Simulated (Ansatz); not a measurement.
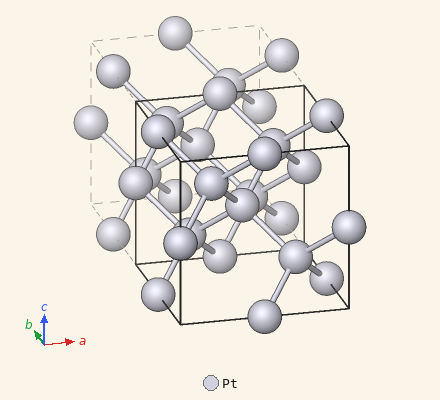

Pt (Fd-3m, No. 227): coordinates from a relaxation with DFT, PBE, plane waves (420 eV) with PAW, scalar-relativistic in Ansatz; the starting structure was generated, so it need not be a known form of this composition.

Space group Fd-3m:1 (No. 227). a = 5.780 Å, b = 5.780 Å, c = 5.780 Å, α = 90.00°, β = 90.00°, γ = 90.00°
```tsv
atom	site	symmetry	x	y	z
Pt	8b	-43m	0.2500	0.2500	0.7500
```

What will a map of the projected electrostatic potential along [110] show? Computed as the sum of neutral-atom potentials (tabulated electron scattering factors, B = 0.3 Å²) projected along the beam and smoothed by 0.25 Å; brighter is more positive. The display is stretched by a gamma of 0.6; percentages refer to the linear signal.

Answer. The columns repeat on a centred rectangular net of 4.09 × 5.78 Å (plane group c2mm). All columns are alike (Pt). The shortest distance between visible columns is 1.44 Å in projection. Along the beam the structure repeats every 4.09 Å.

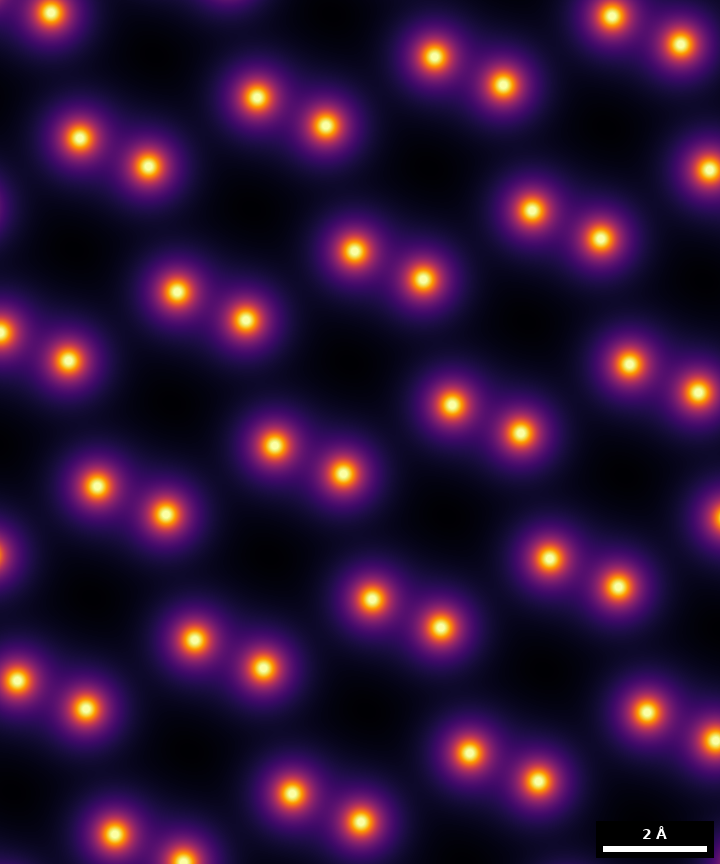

The simulated image.
